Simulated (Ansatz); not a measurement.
# Two runs on ZrN

System: ZrN (Fm-3m, 2 atoms in the cell).
Method of run A: Kohn-Sham DFT of a periodic cell, RPBE with D4, all-electron LAPW, scalar-relativistic, no spin polarisation (Ansatz 0.2.0).

The structure derives from an entry of the Crystallography Open Database. Text and figures count atoms from 1; the logs count them from 0 in places.

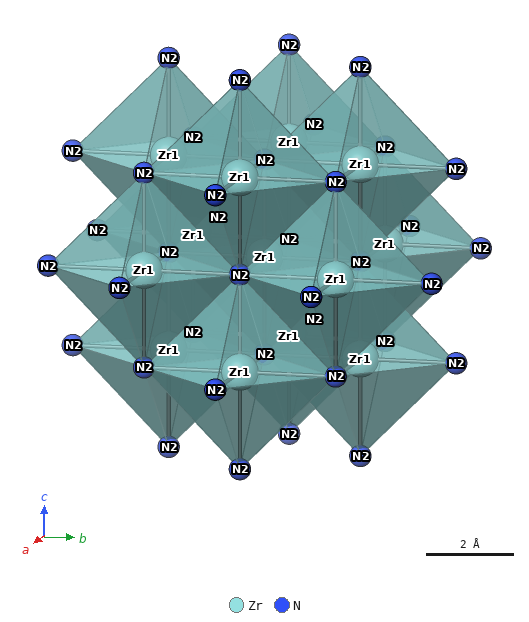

**Figure 1.** The structure as given in the input (polyhedral view of the cell 4 times as large as that of the calculation, set on its symmetry axes, seen slightly off an axis; polyhedra are completed across the faces of the cell; atoms are numbered from 1 in the order of the input).

**The input, run A**
```yaml
crystal:
  lattice:
    - [0.0, 2.3, 2.3]
    - [2.3, 0.0, 2.3]
    - [2.3, 2.3, 0.0]
  atoms:
    - { symbol: Zr, position: [0.5, 0.5, 0.5] }
    - { symbol: "N", position: [0.0, 0.0, 0.0] }
kpoints:
  mp_grid: { grid: [10, 10, 10] }
scf:
  occupations: { method: fermi_dirac, width: 0.05 }
hamiltonian:
  xc: rpbe
  dispersion: d4
  pseudopotentials: { kind: all_electron, lapw: { basis_error: 0.001 } }
output:
  forces: true
  stress: true
relax:
  f_tol: 0.01
  max_steps: 60
  cell: {}
```

Command:
```bash
ansatz run input.yaml --threads 1 --pin off --max-ram 3072MiB --backend cpu --events-out ev --progress --plain --runs-dir out
```

Hardware: 1 thread of Arm Neoverse V1, 24 GiB of memory available, shared host.

**Output, shortened to warnings, some set-up lines, iterations and results (run A)**
```
Basis set: ecut = 296.77894519261895 eV, 283 PW (Γ), exchange–correlation at level 2
Symmetry: 48 space group operations
k-points: 47 of 1000
Initial density: superposition of atomic densities (chi_scale 0.1, normalization cell, long waves kept (reshape's long-wave potential 0.00 eV rms))
[...]
SCF iter   1: F=—  HF=-99432.016110 eV  |F-HF|=—  |Δ(HF+E_count)|=         —  Δρ=1.19e-1  dr2=4.69e0  ethr=1.27e-2  ⟨swp⟩=2.0  Hψ=7196  notcnv=0
SCF iter   2: F=—  HF=-99430.057468 eV  |F-HF|=—  |Δ(HF+E_count)|=    1.96e0  Δρ=1.98e-2  dr2=7.97e-2  ethr=2.17e-4  ⟨swp⟩=2.0  Hψ=5348  notcnv=0
SCF iter   3: F=—  HF=-99430.044593 eV  |F-HF|=—  |Δ(HF+E_count)|=   1.29e-2  Δρ=3.13e-2  dr2=3.59e-1  ethr=2.16e-4  ⟨swp⟩=3.0  Hψ=3549  notcnv=0
SCF iter   4: F=—  HF=-99430.025305 eV  |F-HF|=—  |Δ(HF+E_count)|=         —  Δρ=7.39e-3  dr2=8.85e-3  ethr=2.16e-4  ⟨swp⟩=2.6  Hψ=3476  notcnv=0
SCF iter   5: F=—  HF=-99430.017098 eV  |F-HF|=—  |Δ(HF+E_count)|=   8.21e-3  Δρ=1.84e-3  dr2=9.25e-4  ethr=2.39e-5  ⟨swp⟩=2.9  Hψ=3491  notcnv=0
[... 25 lines ...]
relax step   4: F+E_penalty+E_count = -99430.02913246 eV  Δ(F+E_penalty+E_count) = -7.825e-6 eV  max|allowed force component| = 9.368e-31 eV/Å  Δτ_max = 0.0000 Å  P = -0.003 …
SCF iter   1: F=—  HF=-99430.029141 eV  |F-HF|=—  |Δ(HF+E_count)|=         —  Δρ=1.07e-5  dr2=3.07e-8  ethr=8.19e-11  ⟨swp⟩=3.1  Hψ=5584  notcnv=0
SCF iter   2: F=-99430.029132 eV  HF=-99430.029132 eV  |F-HF|=7.71e-10  |Δ(HF+E_count)|=   8.96e-6  Δρ=5.32e-6  dr2=5.65e-9  ethr=8.19e-11  ⟨swp⟩=3.0  Hψ=3592  notcnv=0
SCF 5 converged in 2 iterations: F = -99430.029132 eV  dr2 = 5.65e-9
relax step   5: F+E_penalty+E_count = -99430.02913250 eV  Δ(F+E_penalty+E_count) = -3.293e-8 eV  max|allowed force component| = 1.048e-30 eV/Å  Δτ_max = 0.0000 Å  P = -0.004 …
basis re-selected at this cell: Δ(F+E_penalty+E_count) = -3.293e-8 eV, ΔP = -0.001 GPa vs the last step (what re-selecting the basis moved, after the strain that the cell walked since its last selection, with what the two solves' SCF thresholds leave and, on support functions, any second-order …
SCF converged after 2 iterations
Free energy (F): -99430.029132 eV
Harris-Foulkes:  -99430.029132 eV  (|F-HF|=7.71e-10)
Internal energy: -99430.022877 eV  (E = F + TS)
E sigma→0 (E₀):  -99430.026005 eV
Entropy (-TS):   -0.006255 eV (-3.128 meV/atom)
Fermi energy:    19.921359 eV
--- Per-component energies (eV) ---
  E_band       = -4712.797790
  E_kinetic    = 102652.307763
  E_xc         = -3309.300435
  E_electrostatic = -198771.902879  (all electrons and nuclei)
  E_disp       = -1.127326  (pairwise vdW)
  E_smearing   = -0.006255  (= −TS)
  E_closure    = 0.000000  (closes the sum)
  E_atoms      = -99410.712618  (free atoms, spherical and without spin; not in F)
  Σ components = -99430.029132   (vs F -99430.029132, Δ=0.00e0)
  Basis errors (estimates in eV, not in F): energy 4.2e-4 per atom: plane waves 3.9e-4 (2.1e-4 summed), levels above the bands 2.0e-18, relativity 3.0e-8, radial functions 3.3e-5, core shells 8.2e-14; eigenvalues (radial functions only) 7.3e-7; not estimated: angular momenta, meshes, grids; target …
--- Forces (eV/Å), atoms counted from 1 ---
  atom   1  Zr     0.00000000    -0.00000000    -0.00000000
  atom   2  N      0.00000000     0.00000000     0.00000000
  max |Σ_I F_I| component: 2.11e-30 eV/Å
--- Stress (GPa, compression-positive) ---
       -0.004270       0.000000      -0.000000
        0.000000      -0.004270      -0.000000
       -0.000000      -0.000000      -0.004270
  P = ⅓ Tr σ = -0.0043 GPa (-0.043 kbar)
--- Relaxed structure (4 steps of the walk, 4 accepted, 1 SCFs on fresh bases) ---
  F+E_penalty+E_count = -99430.02913250 eV   max|allowed force component| = 1.048e-30 eV/Å   (the final SCF, on the basis selected at the relaxed cell)
  cell:  # Å, volume = 23.6981 Å³
    - [2.808904692309021e-33, 2.2797869833853097, 2.2797869833853097]
    - [2.2797869833853097, 5.057156742648873e-33, 2.2797869833853097]
    - [2.2797869833853097, 2.2797869833853097, 3.127365444364996e-33]
  atoms:
    - { symbol: Zr, position: [0.5, 0.5, 0.5] }
[...]
```

For run B the input was changed thus:
```diff
-  dispersion: d4
+  dispersion: d3bj
-  f_tol: 0.01
+  f_tol: 0.005
```

Predict how the results change.

The total energies belong to different models, so their difference says nothing on which is more stable or more accurate. The volume per atom goes from 11.85 to 10.70 Å³. The SCF takes 31 iterations over all geometry steps against 25.

**Output, shortened to warnings, some set-up lines, iterations and results (run B)**
```
Basis set: ecut = 296.77894519261895 eV, 283 PW (Γ), exchange–correlation at level 2
Symmetry: 48 space group operations
k-points: 47 of 1000
Initial density: superposition of atomic densities (chi_scale 0.1, normalization cell, long waves kept (reshape's long-wave potential 0.00 eV rms))
[...]
SCF iter   1: F=—  HF=-99435.873968 eV  |F-HF|=—  |Δ(HF+E_count)|=         —  Δρ=1.19e-1  dr2=4.69e0  ethr=1.27e-2  ⟨swp⟩=2.0  Hψ=7196  notcnv=0
SCF iter   2: F=—  HF=-99433.915325 eV  |F-HF|=—  |Δ(HF+E_count)|=    1.96e0  Δρ=1.98e-2  dr2=7.97e-2  ethr=2.17e-4  ⟨swp⟩=2.0  Hψ=5348  notcnv=0
SCF iter   3: F=—  HF=-99433.902451 eV  |F-HF|=—  |Δ(HF+E_count)|=   1.29e-2  Δρ=3.13e-2  dr2=3.59e-1  ethr=2.16e-4  ⟨swp⟩=3.0  Hψ=3549  notcnv=0
SCF iter   4: F=—  HF=-99433.883163 eV  |F-HF|=—  |Δ(HF+E_count)|=         —  Δρ=7.39e-3  dr2=8.85e-3  ethr=2.16e-4  ⟨swp⟩=2.6  Hψ=3476  notcnv=0
SCF iter   5: F=—  HF=-99433.874955 eV  |F-HF|=—  |Δ(HF+E_count)|=   8.21e-3  Δρ=1.84e-3  dr2=9.25e-4  ethr=2.39e-5  ⟨swp⟩=2.9  Hψ=3491  notcnv=0
[... 33 lines ...]
relax step   5: F+E_penalty+E_count = -99434.22750454 eV  Δ(F+E_penalty+E_count) = -5.619e-7 eV  max|allowed force component| = 1.257e-30 eV/Å  Δτ_max = 0.0000 Å  P = +0.002 …
SCF iter   1: F=—  HF=-99434.227512 eV  |F-HF|=—  |Δ(HF+E_count)|=         —  Δρ=7.78e-6  dr2=1.38e-8  ethr=3.76e-11  ⟨swp⟩=3.0  Hψ=5579  notcnv=0
SCF iter   2: F=-99434.227506 eV  HF=-99434.227506 eV  |F-HF|=2.71e-9  |Δ(HF+E_count)|=   6.56e-6  Δρ=4.93e-6  dr2=5.27e-9  ethr=3.72e-11  ⟨swp⟩=3.0  Hψ=3481  notcnv=0
SCF 6 converged in 2 iterations: F = -99434.227506 eV  dr2 = 5.27e-9
relax step   6: F+E_penalty+E_count = -99434.22750563 eV  Δ(F+E_penalty+E_count) = -1.088e-6 eV  max|allowed force component| = 1.816e-30 eV/Å  Δτ_max = 0.0000 Å  P = +0.001 …
basis re-selected at this cell: Δ(F+E_penalty+E_count) = -1.088e-6 eV, ΔP = -0.001 GPa vs the last step (what re-selecting the basis moved, after the strain that the cell walked since its last selection, with what the two solves' SCF thresholds leave and, on support functions, any second-order …
SCF converged after 2 iterations
Free energy (F): -99434.227506 eV
Harris-Foulkes:  -99434.227506 eV  (|F-HF|=2.71e-9)
Internal energy: -99434.221872 eV  (E = F + TS)
E sigma→0 (E₀):  -99434.224689 eV
Entropy (-TS):   -0.005634 eV (-2.817 meV/atom)
Fermi energy:    22.131321 eV
--- Per-component energies (eV) ---
  E_band       = -4621.041509
  E_kinetic    = 102665.431071
  E_xc         = -3312.120871
  E_electrostatic = -198781.830639  (all electrons and nuclei)
  E_disp       = -5.701434  (pairwise vdW)
  E_smearing   = -0.005634  (= −TS)
  E_closure    = 0.000000  (closes the sum)
  E_atoms      = -99410.712618  (free atoms, spherical and without spin; not in F)
  Σ components = -99434.227506   (vs F -99434.227506, Δ=0.00e0)
  Basis errors (estimates in eV, not in F): energy 4.3e-4 per atom: plane waves 4.0e-4 (2.2e-4 summed), levels above the bands 1.9e-20, relativity 3.2e-8, radial functions 2.6e-5, core shells 9.1e-14; eigenvalues (radial functions only) 8.4e-7; not estimated: angular momenta, meshes, grids; target …
--- Forces (eV/Å), atoms counted from 1 ---
  atom   1  Zr     0.00000000    -0.00000000     0.00000000
  atom   2  N     -0.00000000    -0.00000000    -0.00000000
  max |Σ_I F_I| component: 2.94e-30 eV/Å
--- Stress (GPa, compression-positive) ---
        0.000861      -0.000000      -0.000000
       -0.000000       0.000861      -0.000000
       -0.000000      -0.000000       0.000861
  P = ⅓ Tr σ = 0.0009 GPa (0.009 kbar)
--- Relaxed structure (5 steps of the walk, 5 accepted, 1 SCFs on fresh bases) ---
  F+E_penalty+E_count = -99434.22750563 eV   max|allowed force component| = 1.816e-30 eV/Å   (the final SCF, on the basis selected at the relaxed cell)
  cell:  # Å, volume = 21.3931 Å³
    - [7.958034845033677e-34, 2.2033384786242762, 2.2033384786242762]
    - [2.2033384786242762, 3.84989272729175e-34, 2.2033384786242762]
    - [2.2033384786242762, 2.2033384786242762, 2.515839941242198e-34]
  atoms:
    - { symbol: Zr, position: [0.5, 0.5, 0.5] }
[...]
```

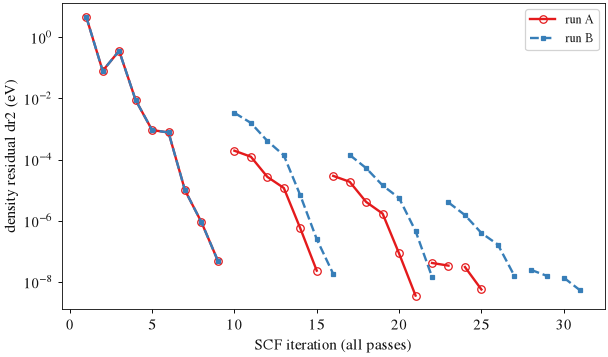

**Figure 2.** Convergence of the two runs: density residual dr2 against the SCF iteration. A break in a curve parts two SCF passes. Run A takes 25 iterations in all, and run B takes 31.

**The two runs side by side**

| quantity | run A | run B |
| --- | --- | --- |
| outcome | converged | converged |
| free energy per atom (eV) | −49715.0146 | −49717.1138 |
| energy per atom, smearing taken to zero (eV) | −49715.0130 | −49717.1123 |
| pressure (GPa) | 0.00 | 0.00 |
| volume per atom (Å³) | 11.85 | 10.70 |
| largest force (eV/Å) | 0.000 | 0.000 |
| SCF iterations | 25 | 31 |
| irreducible k-points | 47 | 47 |
| wall time (shared host) | 26 s | 29 s |

For both runs: The cell holds an odd number of electrons but the run has no spin polarisation, so it comes out as a metal.
